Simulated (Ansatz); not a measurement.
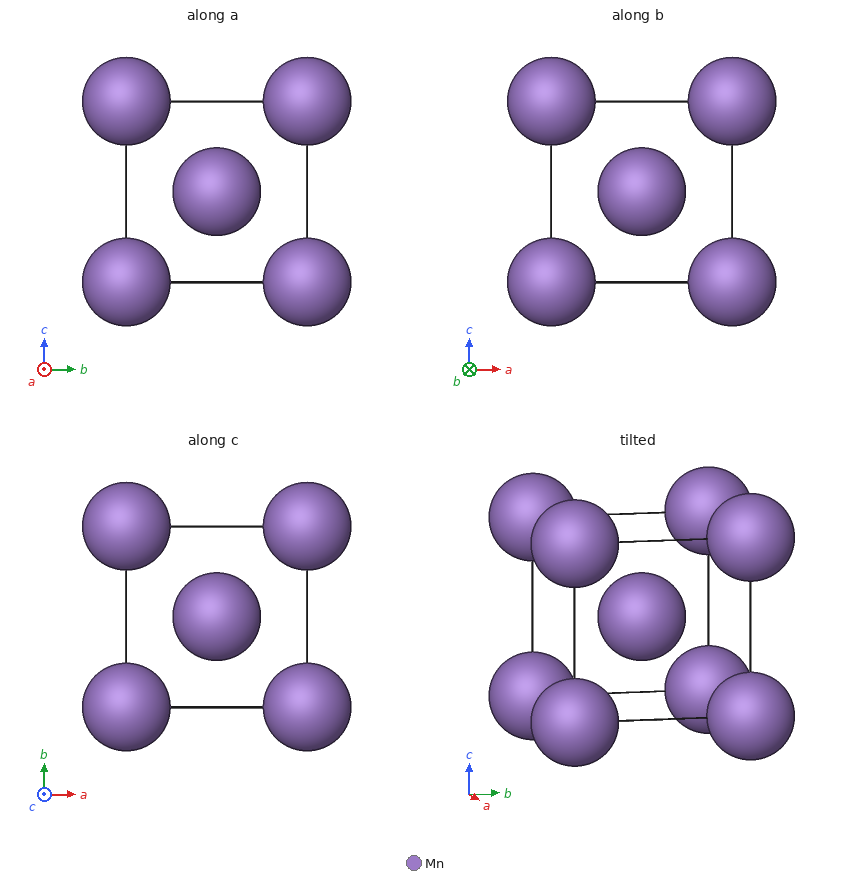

A spheres-only rendering, viewed along the a axis, along the b axis, along the c axis and slightly off an axis. The frame is the conventional unit cell; atoms at its boundary are shown with their periodic copies.

Lattice parameters: a = 2.6500 Å, b = 2.6500 Å, c = 2.6500 Å, α = 90.000°, β = 90.000°, γ = 90.000°.

Q: Reconstruct the structure as a CIF with its space group and independent sites.

A:
```cif
data_structure
_symmetry_space_group_name_H-M 'I m -3 m'
_symmetry_Int_Tables_number 229
_cell_length_a 2.6500
_cell_length_b 2.6500
_cell_length_c 2.6500
_cell_angle_alpha 90.000
_cell_angle_beta 90.000
_cell_angle_gamma 90.000
_cell_volume 18.61
loop_
_atom_site_label
_atom_site_type_symbol
_atom_site_symmetry_multiplicity
_atom_site_Wyckoff_symbol
_atom_site_fract_x
_atom_site_fract_y
_atom_site_fract_z
_atom_site_occupancy
Mn1 Mn 2 a 0.0000 0.0000 0.0000 1
```

Origin of the cell: a structure type filled with this element by a generator (whether the element takes this form wasn't checked). Earlier steps of the study may have refined or changed the cell and positions. An electronic-structure calculation with Ansatz was run on it.

At this level of theory the cell isn't at rest (compressed, at 33 GPa), so its distances can differ from those at equilibrium, the more so the softer the solid.
